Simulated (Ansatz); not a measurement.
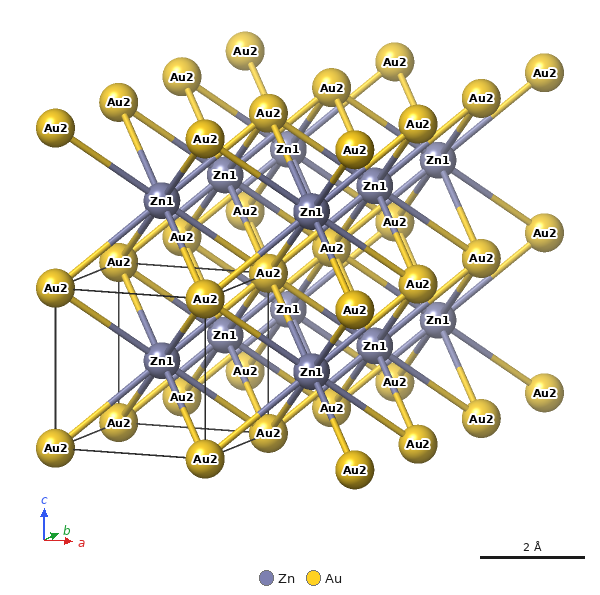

This is a symmetric starting cell of ZnAu. Style: ball-and-stick. Shown: the cell of the calculation, repeated 2 × 3 × 2 with one cell outlined, slightly off an axis.

These are results of Ansatz 0.2.0, DFT PBE, scalar-relativistic, plane waves, PAW, not measurements. Set-up: plane-wave cutoff 420 eV; k-point mesh 14 × 14 × 14; occupations gaussian; smearing width 0.1 eV; no spin polarisation.

The variant: All lengths are scaled by −1.5 % (volume −4.5 %), the atoms keeping their fractional coordinates. No relaxation follows. The starting cell wasn't computed here and needn't be at equilibrium, so pressure and forces aren't due to the change alone.

The input:
```yaml
crystal:
  lattice:
    - [3.09881943, 0.0, 0.0]
    - [0.0, 3.09881943, 0.0]
    - [0.0, 0.0, 3.09881943]
  atoms:
    - { symbol: Zn, position: [0.5, 0.5, 0.5] }
    - { symbol: Au, position: [0.0, 0.0, 0.0] }
basis:
  ecutwfc: 420
kpoints:
  mp_grid: { grid: [14, 14, 14] }
hamiltonian:
  xc: pbe
scf:
  occupations: { method: gaussian, width: 0.1 }
output:
  forces: true
  stress: true
  eigenvalues: true
```

Q: What is the effect?

A: Near-neighbour distances before and after: Au–Zn 2.725 → 2.684 Å. The space group stays Pm-3m (No. 221). The pressure is 12.3 GPa (not all of it need come from the change, since the unchanged cell can be under pressure at this level too). All forces vanish by symmetry.

The changed structure in the same view:

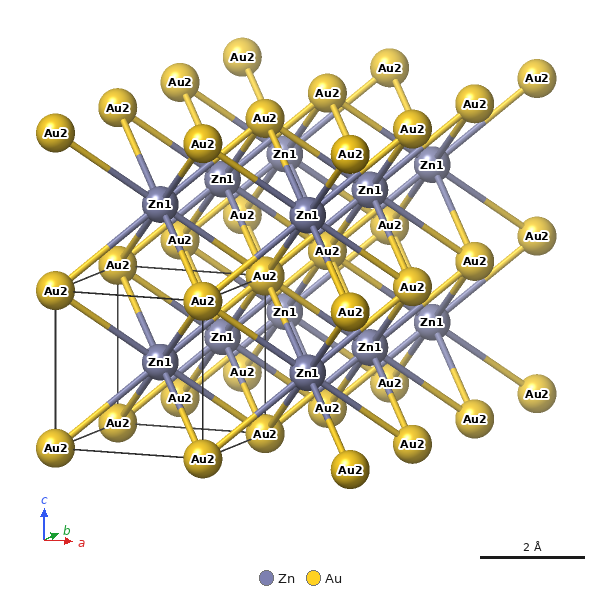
